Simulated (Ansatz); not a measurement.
System: MnO, space group Fm-3m (No. 225) (one of a set of cubic test structures, which need not be the stable phase).

Computed with Ansatz 0.2.0 development build: equation of state of a cubic crystal from periodic Kohn-Sham density functional theory without spin, third-order Birch-Murnaghan fit to the free energies; pressure corrected for the finite basis. Level: PBE.

| setting | value |
| --- | --- |
| structure type | rock salt |
| atoms in cell | 2 |
| space group number | 225 |
| lattice centring | face-centred primitive |
| k mesh | 23×23×23 |
| occupation method | Fermi–Dirac |
| occupation width | 0.06123 eV |
| wave cutoff | 700 eV |
| datasets | hard PAW |
| density tolerance | 1e−09 eV |
| bands | 15 |
| density cutoff ratio | 4 |
| search for lower states | default |

Describe the result: the energy above the lowest point and pressure against volume. The volume takes the values 8.1275, 8.3004, 8.4734, 8.6463, 8.8192, 8.9922, 9.1651 Å³/atom.

A third-order Birch–Murnaghan fit gives V0 = 8.65 Å³/atom, B0 = 244 GPa and B′ = 4.6. The energy above the lowest point is 26.7 meV/atom at volume 8.1275 Å³/atom and 21.2 meV/atom at 9.1651 Å³/atom; the lowest computed point is at volume 8.6463 Å³/atom (0.0 meV/atom), and no other minimum shows. The pressure falls from 17.5 GPa at volume 8.1275 Å³/atom to −12.4 GPa at 9.1651 Å³/atom, and changes sign near 8.65 Å³/atom.

```tsv
volume (Å³/atom)	energy above the lowest point (meV/atom)	pressure (GPa)
8.1275	26.7	17.5
8.3004	11.5	11.0
8.4734	2.8	5.2
8.6463	0.0	0.0
8.8192	2.5	-4.6
8.9922	9.7	-8.7
9.1651	21.2	-12.4
```

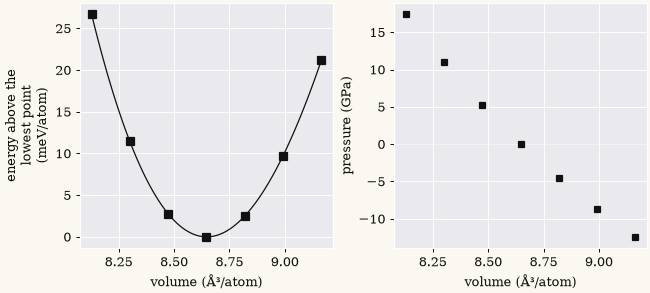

Note: known magnet treated without spin, far from its ground state.
